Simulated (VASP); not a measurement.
# From one sheet to two: 2H-MoS2 monolayer, part 4 of 6

What are the lattice, gap and band positions of 2H-MoS2 monolayer, and what does a second sheet change?

VASP 6.6.1, plane waves and PAW; the level of theory is named at each step.

So far. Step 6 (The slab in a field, field 0.1): Energy at zero smearing: -16.57798 eV.

**8. A rigid stacking**

This step: optB86b-vdW, no spin polarisation; plane waves and PAW (Mo, S) (VASP 6.6.1).

System of this step: bilayer of 2H-MoS2 monolayer. The cell holds 6 atoms: 2 Mo and 4 S. Cell: a = 3.162 Å, b = 3.162 Å, c = 26.386 Å, α = 90.0°, β = 90.0°, γ = 120.0°. upper sheet same orientation, shifted by (0.00, 0.00). Vacuum lies along c.

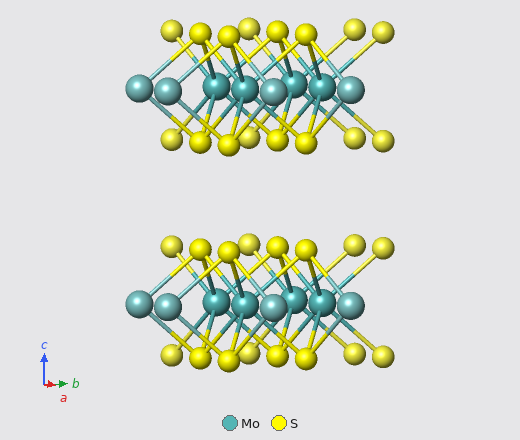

The cell of this step (molybdenum teal, sulfur yellow). 2×2×1 cells are drawn. Some periodic images of atoms are drawn too.

Two rigid sheets are set at a typed distance in several high-symmetry stackings, to find where to start. The upper sheet is shifted or turned in the plane and never flipped over.

The input, INCAR:

```
SYSTEM = MoS2
PREC = Normal
ENCUT = 350
EDIFF = 1E-05
NELM = 120
ISMEAR = 0
SIGMA = 0.03
LREAL = .FALSE.
ALGO = Fast
GGA = MK
AGGAC = 0
LUSE_VDW = .TRUE.
PARAM1 = 0.1234
PARAM2 = 1
LASPH = .TRUE.
NBANDS = 24
LORBIT = 11
LWAVE = .FALSE.
LCHARG = .FALSE.
KPAR = 4
IDIPOL = 3
LDIPOL = .TRUE.
DIPOL = 0.5 0.5 0.5
```

The input, POSCAR:

```
MoS2
1.0
    3.1622533470      0.0000000000      0.0000000000
   -1.5811266735      2.7385917316      0.0000000000
    0.0000000000      0.0000000000     26.3863808920
Mo S
2 4
Direct
    0.3333333300      0.6666666700      0.3816967300
    0.3333333300      0.6666666700      0.6183032700
    0.6666666700      0.3333333300      0.3221358800
    0.6666666700      0.3333333300      0.4412575800
    0.6666666700      0.3333333300      0.5587424200
    0.6666666700      0.3333333300      0.6778641200
```

The input, KPOINTS:

```
Automatic mesh
0
Gamma
12 12 1
0 0 0
```

Potentials, in the order of the species: Mo and S (PBE family, release 64).

Launch:

```
$ mpirun -np 4 vasp_std
```

The log of the run:

```text
[banner, memory and clock lines left out]
running    4 mpi-ranks, on    1 nodes
 distrk:  each k-point on    1 cores,    4 groups
 distr:  one band on    1 cores,    1 groups

 POSCAR found type information on POSCAR MoS
 POSCAR found :  2 types and       6 ions
 [... a notice as in an earlier step ...]

 [... a notice as in an earlier step ...]

 LDA part: xc-table for (Slater+PW92), standard interpolation
 POSCAR, INCAR and KPOINTS ok, starting setup
 FFT: planning ... GRIDC
 FFT: planning ... GRID_SOFT
 FFT: planning ... GRID
 WAVECAR not read
 entering main loop
       N       E                     dE             d eps       ncg     rms          rms(c)
DAV:   1     0.225478761274E+03    0.22548E+03   -0.11794E+04   912   0.886E+02
DAV:   2    -0.136198649256E+02   -0.23910E+03   -0.23244E+03  1344   0.216E+02
DAV:   3    -0.356302656113E+02   -0.22010E+02   -0.21783E+02  1192   0.747E+01
DAV:   4    -0.362799749295E+02   -0.64971E+00   -0.64765E+00  1344   0.142E+01
DAV:   5    -0.362942577922E+02   -0.14283E-01   -0.14278E-01  1160   0.210E+00    0.354E+01
RMM:   6    -0.338408187850E+02    0.24534E+01   -0.15343E+01   965   0.162E+01    0.117E+01
RMM:   7    -0.333337661188E+02    0.50705E+00   -0.33926E+00   918   0.932E+00    0.939E+00
RMM:   8    -0.332243425857E+02    0.10942E+00   -0.14867E+00   970   0.630E+00    0.220E+00
RMM:   9    -0.332171421448E+02    0.72004E-02   -0.25252E-01  1087   0.299E+00    0.102E+00
RMM:  10    -0.332163847830E+02    0.75736E-03   -0.62828E-02  1238   0.109E+00    0.412E-01
RMM:  11    -0.332148560541E+02    0.15287E-02   -0.98396E-03  1174   0.486E-01    0.179E-01
RMM:  12    -0.332145679944E+02    0.28806E-03   -0.24136E-03  1273   0.233E-01    0.717E-02
RMM:  13    -0.332142816027E+02    0.28639E-03   -0.51206E-04  1239   0.114E-01    0.474E-02
RMM:  14    -0.332141800981E+02    0.10150E-03   -0.21513E-04  1222   0.640E-02    0.246E-02
RMM:  15    -0.332141762477E+02    0.38504E-05   -0.69510E-05  1069   0.419E-02
   1 F= -.33214176E+02 E0= -.33214176E+02  d E =-.640115E-17
```

Wall time 18 s (4 MPI ranks of AMD EPYC 9R45, shared host); peak memory 1.4 GiB.

From OUTCAR (step 8):

```text
   k-points           NKPTS =     19   k-points in BZ     NKDIM =     19   number of bands    NBANDS=     24

   ENCUT  =  350.0 eV  25.72 Ry    5.07 a.u.   4.82  4.82 40.25*2*pi/ulx,y,z

   NELECT =      36.0000    total number of electrons

 E-fermi :  -0.2106

 k-point     1 :       0.0000    0.0000    0.0000
  band No.  band energies     occupation
    ...
     14      -2.2773      2.00000
     15      -2.2773      2.00000
     16      -2.1560      2.00000
     17      -1.1873      2.00000
     18      -0.3764      2.00000
     19       1.8993      0.00000
     20       1.9063      0.00000
     21       2.0089      0.00000
     22       2.0820      0.00000
     23       2.1287      0.00000
    ...

Total vdW correction in eV:      5.7716575

  Total        0.1458001      0.1458001      1.6807934      0.0000000      0.0000000     -0.0000000
  in kB        1.0222676      1.0222676     11.7847710      0.0000000      0.0000000     -0.0000000
  external PRESSURE =       4.6097687 kB  Pullay stress =       0.0000000 kB

 POSITION                                       TOTAL-FORCE (eV/Angst)
 -----------------------------------------------------------------------------------
     -0.00000      1.82573     10.07160         0.000000     -0.000000     -0.072002
     -0.00000      1.82573     16.31479         0.000000     -0.000000      0.072002
      1.58113      0.91286      8.50000        -0.000000      0.000000     -0.016795
      1.58113      0.91286     11.64319         0.000000     -0.000000     -0.362806
      1.58113      0.91286     14.74319        -0.000000     -0.000000      0.362806
      1.58113      0.91286     17.88638         0.000000      0.000000      0.016795
 -----------------------------------------------------------------------------------
    total drift:                               -0.000029      0.000017      0.000000

  FREE ENERGIE OF THE ION-ELECTRON SYSTEM (eV)
  ---------------------------------------------------
  free  energy   TOTEN  =       -33.2141762477 eV

  energy  without entropy=      -33.2141762477  energy(sigma->0) =      -33.21417625

Total vdW correction in eV:      5.7717227

 vacuum level on the upper side and lower side of the slab         4.998         4.998

[... 2 parts as in an earlier step ...]

[... 14 further parts left out ...]
```

This step gave:

* electronic cycles: 15
* electrons: 36
* free energy (TOTEN): -33.21 eV
* Fermi energy: -0.2106 eV
* gap on the k-mesh: 1.182 eV
* least direct gap on the k-mesh: 1.713 eV

Force by atom:

```tsv
atom	x (eV/Å)	y (eV/Å)	z (eV/Å)	size
Mo1	0.000	0.000	-0.072	0.072
Mo2	0.000	0.000	0.072	0.072
S3	0.000	0.000	-0.017	0.017
S4	0.000	0.000	-0.363	0.363
S5	0.000	0.000	0.363	0.363
S6	0.000	0.000	0.017	0.017
```

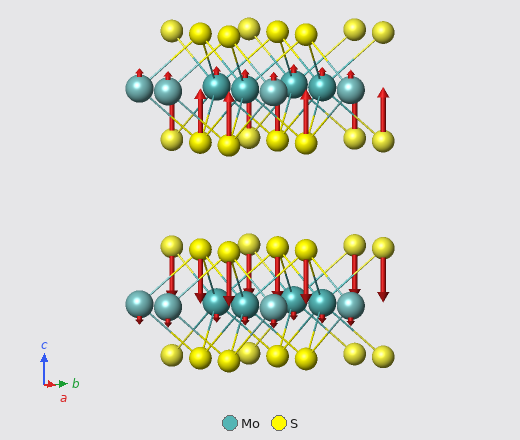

Force as arrows, the longest 0.363 eV/Å. 2×2×1 cells are drawn. Some periodic images of atoms are drawn too.

Energy at zero smearing: -33.21418 eV.

**9. A rigid stacking**

INCAR is that of step 8.

The input, POSCAR:

```
MoS2
1.0
    3.1622533470      0.0000000000      0.0000000000
   -1.5811266735      2.7385917316      0.0000000000
    0.0000000000      0.0000000000     26.3863808920
Mo S
2 4
Direct
    0.3333333300      0.6666666700      0.3816967300
    0.6666666700      0.3333333300      0.6183032700
    0.6666666700      0.3333333300      0.3221358800
    0.6666666700      0.3333333300      0.4412575800
    0.0000000000      1.0000000000      0.5587424200
    0.0000000000      1.0000000000      0.6778641200
```

KPOINTS is that of step 8.

Launch:

```
$ mpirun -np 4 vasp_std
```

The log of the run:

```text
[... set-up lines as in an earlier step ...]
 entering main loop
       N       E                     dE             d eps       ncg     rms          rms(c)
DAV:   1     0.225442528992E+03    0.22544E+03   -0.11772E+04   912   0.886E+02
DAV:   2    -0.141367567668E+02   -0.23958E+03   -0.23391E+03  1360   0.216E+02
DAV:   3    -0.358514052739E+02   -0.21715E+02   -0.21523E+02  1208   0.740E+01
DAV:   4    -0.364252992122E+02   -0.57389E+00   -0.57225E+00  1304   0.133E+01
[...]
RMM:  14    -0.333744832515E+02    0.29926E-03   -0.99657E-05  1035   0.405E-02    0.494E-02
RMM:  15    -0.333744236105E+02    0.59641E-04   -0.81965E-05  1045   0.353E-02    0.176E-02
RMM:  16    -0.333744278938E+02   -0.42833E-05   -0.59858E-05  1021   0.367E-02
   1 F= -.33374428E+02 E0= -.33374428E+02  d E =-.224782E-11
```

Wall time 19 s (4 MPI ranks); peak memory 1.4 GiB; 74 s of CPU time.

OUTCAR, selected parts (step 9):

```text
  Total        0.1712255      0.1712255     -0.0719583      0.0000000     -0.0000000      0.0000000
  in kB        1.2005359      1.2005359     -0.5045309      0.0000000     -0.0000000      0.0000000
  external PRESSURE =       0.6321803 kB  Pullay stress =       0.0000000 kB

 POSITION                                       TOTAL-FORCE (eV/Angst)
 -----------------------------------------------------------------------------------
     -0.00000      1.82573     10.07160        -0.000000      0.000000      0.000900
      1.58113      0.91286     16.31479        -0.000000      0.000000      0.018151
      1.58113      0.91286      8.50000        -0.000000      0.000000     -0.009398
      1.58113      0.91286     11.64319         0.000000     -0.000000      0.036985
      0.00000      0.00000     14.74319        -0.000000      0.000000     -0.048676
      0.00000      0.00000     17.88638        -0.000000      0.000000      0.002039
 -----------------------------------------------------------------------------------
    total drift:                               -0.000016      0.000012      0.001087

  FREE ENERGIE OF THE ION-ELECTRON SYSTEM (eV)
  ---------------------------------------------------
  free  energy   TOTEN  =       -33.3744278938 eV

  energy  without entropy=      -33.3744278938  energy(sigma->0) =      -33.37442789

[... 2 parts as in an earlier step ...]

[... 1 further part left out ...]
[key lines of the parts left out:]
E-fermi :  -0.3751
```

Energy at zero smearing: -33.37443 eV.

**10. A rigid stacking**

INCAR is that of step 9.

Changes to POSCAR since step 9:

```diff
@@ -12,3 +12,3 @@
     0.6666666700      0.3333333300      0.4412575800
-    0.0000000000      1.0000000000      0.5587424200
-    0.0000000000      1.0000000000      0.6778641200
+    0.3333333300      0.6666666700      0.5587424200
+    0.3333333300      0.6666666700      0.6778641200
```

KPOINTS is that of step 9.

Launch:

```
$ mpirun -np 4 vasp_std
```

The log of the run:

```text
[... set-up lines as in an earlier step ...]
 entering main loop
       N       E                     dE             d eps       ncg     rms          rms(c)
DAV:   1     0.226030298618E+03    0.22603E+03   -0.11772E+04   912   0.886E+02
DAV:   2    -0.131536645720E+02   -0.23918E+03   -0.23255E+03  1336   0.215E+02
DAV:   3    -0.357246353688E+02   -0.22571E+02   -0.22337E+02  1184   0.748E+01
DAV:   4    -0.364248121900E+02   -0.70018E+00   -0.69712E+00  1312   0.143E+01
[...]
RMM:  17    -0.333758014863E+02   -0.11960E-04   -0.10236E-05   754   0.140E-02    0.469E-03
RMM:  18    -0.333758171447E+02   -0.15658E-04   -0.15102E-05   763   0.129E-02    0.587E-03
RMM:  19    -0.333758222450E+02   -0.51003E-05   -0.64616E-06   688   0.120E-02
   1 F= -.33375822E+02 E0= -.33375822E+02  d E =-.107632E-15
```

The job ended after 23 s (4 MPI ranks; peak memory 1.4 GiB).

OUTCAR, selected parts (step 10):

```text
  Total        0.1125176      0.1125176     -0.0471560     -0.0000000      0.0000000      0.0000000
  in kB        0.7889093      0.7889093     -0.3306312     -0.0000000      0.0000000      0.0000000
  external PRESSURE =       0.4157291 kB  Pullay stress =       0.0000000 kB

 POSITION                                       TOTAL-FORCE (eV/Angst)
 -----------------------------------------------------------------------------------
     -0.00000      1.82573     10.07160        -0.000000     -0.000000     -0.023047
      1.58113      0.91286     16.31479         0.000000     -0.000000      0.023047
      1.58113      0.91286      8.50000         0.000000     -0.000000     -0.011552
      1.58113      0.91286     11.64319        -0.000000     -0.000000      0.055870
     -0.00000      1.82573     14.74319         0.000000      0.000000     -0.055870
     -0.00000      1.82573     17.88638        -0.000000      0.000000      0.011552
 -----------------------------------------------------------------------------------
    total drift:                                0.000000      0.000000      0.000000

  FREE ENERGIE OF THE ION-ELECTRON SYSTEM (eV)
  ---------------------------------------------------
  free  energy   TOTEN  =       -33.3758222450 eV

  energy  without entropy=      -33.3758222450  energy(sigma->0) =      -33.37582225

[... 2 parts as in an earlier step ...]

[... 1 further part left out ...]
[key lines of the parts left out:]
E-fermi :  -0.3341
```

Energy at zero smearing: -33.37582 eV.

**11. A rigid stacking**

INCAR is that of step 10.

The input, POSCAR:

```
MoS2
1.0
    3.1622533470      0.0000000000      0.0000000000
   -1.5811266735      2.7385917316      0.0000000000
    0.0000000000      0.0000000000     26.3863808920
Mo S
2 4
Direct
    0.3333333300      0.6666666700      0.3816967300
    0.0000000000      1.0000000000      0.6183032700
    0.6666666700      0.3333333300      0.3221358800
    0.6666666700      0.3333333300      0.4412575800
    0.6666666700      0.3333333300      0.5587424200
    0.6666666700      0.3333333300      0.6778641200
```

KPOINTS is that of step 10.

Launch:

```
$ mpirun -np 4 vasp_std
```

The log of the run:

```text
[... set-up lines as in an earlier step ...]
 entering main loop
       N       E                     dE             d eps       ncg     rms          rms(c)
DAV:   1     0.226826590870E+03    0.22683E+03   -0.11774E+04   912   0.886E+02
DAV:   2    -0.128848592756E+02   -0.23971E+03   -0.23202E+03  1320   0.215E+02
DAV:   3    -0.356099566466E+02   -0.22725E+02   -0.22501E+02  1216   0.754E+01
DAV:   4    -0.362892745386E+02   -0.67932E+00   -0.67706E+00  1320   0.143E+01
[...]
RMM:  15    -0.332290810873E+02   -0.19314E-04   -0.11440E-04  1083   0.494E-02    0.110E-02
RMM:  16    -0.332291923384E+02   -0.11125E-03   -0.73369E-05   943   0.353E-02    0.192E-02
RMM:  17    -0.332291970730E+02   -0.47346E-05   -0.89393E-06   739   0.148E-02
   1 F= -.33229197E+02 E0= -.33229197E+02  d E =-.339429E-13
```

It took 21 s on 4 MPI ranks; peak memory 1.4 GiB.

OUTCAR, selected parts (step 11):

```text
  Total        0.1442907      0.1442907      1.4849811      0.0000000      0.0000000      0.0000000
  in kB        1.0116845      1.0116845     10.4118456      0.0000000      0.0000000      0.0000000
  external PRESSURE =       4.1450715 kB  Pullay stress =       0.0000000 kB

 POSITION                                       TOTAL-FORCE (eV/Angst)
 -----------------------------------------------------------------------------------
     -0.00000      1.82573     10.07160        -0.000000     -0.000000     -0.072711
      0.00000      0.00000     16.31479         0.000000      0.000000      0.072711
      1.58113      0.91286      8.50000        -0.000000     -0.000000     -0.015829
      1.58113      0.91286     11.64319         0.000000     -0.000000     -0.322707
      1.58113      0.91286     14.74319        -0.000000     -0.000000      0.322707
      1.58113      0.91286     17.88638        -0.000000     -0.000000      0.015829
 -----------------------------------------------------------------------------------
    total drift:                               -0.000046      0.000025     -0.000061

  FREE ENERGIE OF THE ION-ELECTRON SYSTEM (eV)
  ---------------------------------------------------
  free  energy   TOTEN  =       -33.2291970730 eV

  energy  without entropy=      -33.2291970730  energy(sigma->0) =      -33.22919707

[... 2 parts as in an earlier step ...]

[... 1 further part left out ...]
[key lines of the parts left out:]
E-fermi :  -0.2215
```

Energy at zero smearing: -33.22920 eV.

**12. A rigid stacking**

INCAR is that of step 11.

The input, POSCAR:

```
MoS2
1.0
    3.1622533470      0.0000000000      0.0000000000
   -1.5811266735      2.7385917316      0.0000000000
    0.0000000000      0.0000000000     26.3863808920
Mo S
2 4
Direct
    0.3333333300      0.6666666700      0.3816967300
    0.3333333300      0.6666666700      0.6183032700
    0.6666666700      0.3333333300      0.3221358800
    0.6666666700      0.3333333300      0.4412575800
    1.0000000000      0.0000000000      0.5587424200
    1.0000000000      0.0000000000      0.6778641200
```

KPOINTS is that of step 11.

Launch:

```
$ mpirun -np 4 vasp_std
```

The log of the run:

```text
[... set-up lines as in an earlier step ...]
 entering main loop
       N       E                     dE             d eps       ncg     rms          rms(c)
DAV:   1     0.225148628515E+03    0.22515E+03   -0.11778E+04   912   0.886E+02
DAV:   2    -0.141500286451E+02   -0.23930E+03   -0.23329E+03  1344   0.216E+02
DAV:   3    -0.358092847069E+02   -0.21659E+02   -0.21458E+02  1216   0.743E+01
DAV:   4    -0.364106610338E+02   -0.60138E+00   -0.59968E+00  1320   0.138E+01
[...]
RMM:  13    -0.333607460056E+02    0.24091E-03   -0.50648E-04  1360   0.104E-01    0.556E-02
RMM:  14    -0.333605319873E+02    0.21402E-03   -0.16310E-04  1141   0.526E-02    0.264E-02
RMM:  15    -0.333605361126E+02   -0.41253E-05   -0.38937E-05   898   0.272E-02
   1 F= -.33360536E+02 E0= -.33360536E+02  d E =-.330841E-16
```

Wall time 18 s (4 MPI ranks); peak memory 1.4 GiB; 69 s of CPU time.

From OUTCAR (step 12):

```text
  Total        0.2191762      0.2191762      0.0123115     -0.0000000      0.0000000      0.0000000
  in kB        1.5367396      1.5367396      0.0863212     -0.0000000      0.0000000      0.0000000
  external PRESSURE =       1.0532668 kB  Pullay stress =       0.0000000 kB

 POSITION                                       TOTAL-FORCE (eV/Angst)
 -----------------------------------------------------------------------------------
     -0.00000      1.82573     10.07160         0.000000     -0.000000      0.006281
     -0.00000      1.82573     16.31479        -0.000000      0.000000     -0.006281
      1.58113      0.91286      8.50000         0.000000     -0.000000     -0.019641
      1.58113      0.91286     11.64319        -0.000000      0.000000      0.014755
      0.00000      0.00000     14.74319        -0.000000      0.000000     -0.014755
      0.00000      0.00000     17.88638         0.000000      0.000000      0.019641
 -----------------------------------------------------------------------------------
    total drift:                               -0.000032      0.000010      0.000583

  FREE ENERGIE OF THE ION-ELECTRON SYSTEM (eV)
  ---------------------------------------------------
  free  energy   TOTEN  =       -33.3605361126 eV

  energy  without entropy=      -33.3605361126  energy(sigma->0) =      -33.36053611

[... 2 parts as in an earlier step ...]

[... 1 further part left out ...]
[key lines of the parts left out:]
E-fermi :  -0.3362
```

Energy at zero smearing: -33.36054 eV.

(Part 4 of 6 ends here.)

[Lines on the potential files, build, host, timing and source positions are cut from VASP's logs without a mark.]

[Logs are printed without paths, hosts, clocks, repeated set-up lines and the standing remarks that a program may print on its own settings, such as how far it seeks lower states.]

[Hosts, paths, dates, database ids (printed as entryN), source tags and the programs' standing remarks are cut or masked in the printed files.]

[Runs that stopped without an error message from VASP are left out.]
